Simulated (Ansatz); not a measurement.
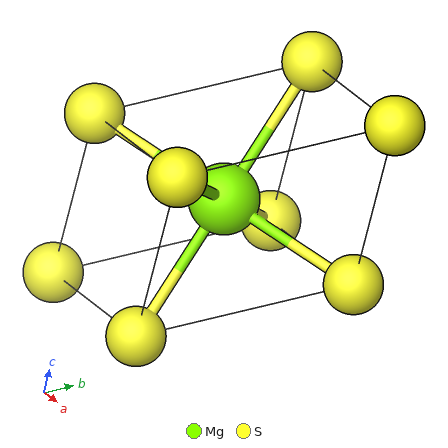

System: MgS, space group Fm-3m (No. 225) (cell built by us, not taken from a database). The picture shows the cell.

Input of the run:
```
crystal:
  lattice:
    - [0.0, 2.6148795105, 2.6148795105]
    - [2.6148795105, 0.0, 2.6148795105]
    - [2.6148795105, 2.6148795105, 0.0]
  atoms:
    - { symbol: Mg, position: [0.5, 0.5, 0.5] }
    - { symbol: S, position: [0.0, 0.0, 0.0] }
basis:
  ecutwfc: 420
kpoints:
  mp_grid: { grid: [8, 8, 8] }
hamiltonian:
  xc: pbe
scf:
  occupations: { method: fixed }
output:
  forces: true
  stress: true
  eigenvalues: true
elastic:
  mode: relaxed_ion
  stencil: two_point
```

Run as:
```bash
ansatz run input.yaml --threads 1 --pin off --max-ram 2048MiB --backend cpu --events-out ev --progress --plain --runs-dir out
```

Computed with Ansatz 0.2.0: elastic stress-strain coefficients at zero temperature from small strains of the given cell, Voigt order xx yy zz yz xz xy, Cartesian axes of the cell vectors; plane waves with PAW datasets, Γ-centred k mesh. Level: PBE, no spin polarisation.

wave cutoff 420 eV; k mesh 8×8×8; occupations fixed; ions relaxed; strain amplitude 0.002.

What does the calculation give for the stiffness matrix in Voigt order?

All six eigenvalues of the matrix are positive (the least is 54 GPa), so the crystal is mechanically stable. Over all directions E runs from 120 to 130 GPa, a ratio of 1.09, so the solid is nearly isotropic. E is 120 GPa along x, y and z alike, and 130 GPa along the body diagonal x + y + z. The Hill averages are K = 74 GPa and G = 52 GPa, Poisson's ratio 0.22; K/G = 1.43.

Stiffness matrix C (GPa), Voigt order:
```json
{"": "xx", "xx": "138.7", "yy": "41.6", "zz": "41.6", "yz": "0.0", "xz": "0.0", "xy": "0.0"}
{"": "yy", "xx": "41.6", "yy": "138.7", "zz": "41.6", "yz": "0.0", "xz": "0.0", "xy": "0.0"}
{"": "zz", "xx": "41.6", "yy": "41.6", "zz": "138.7", "yz": "0.0", "xz": "0.0", "xy": "0.0"}
{"": "yz", "xx": "0.0", "yy": "0.0", "zz": "0.0", "yz": "54.0", "xz": "0.0", "xy": "0.0"}
{"": "xz", "xx": "0.0", "yy": "0.0", "zz": "0.0", "yz": "0.0", "xz": "54.0", "xy": "0.0"}
{"": "xy", "xx": "0.0", "yy": "0.0", "zz": "0.0", "yz": "0.0", "xz": "0.0", "xy": "54.0"}
```

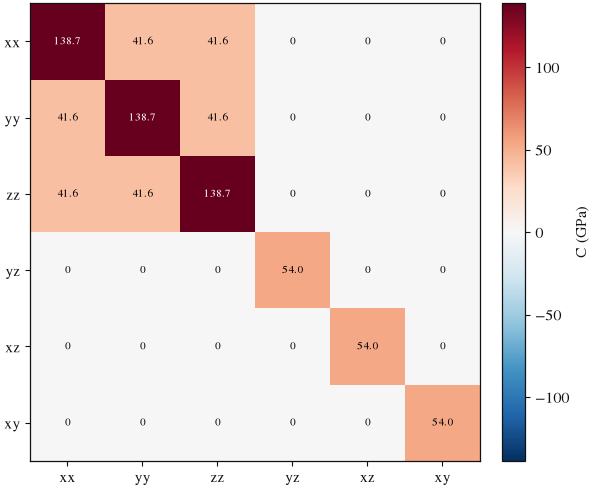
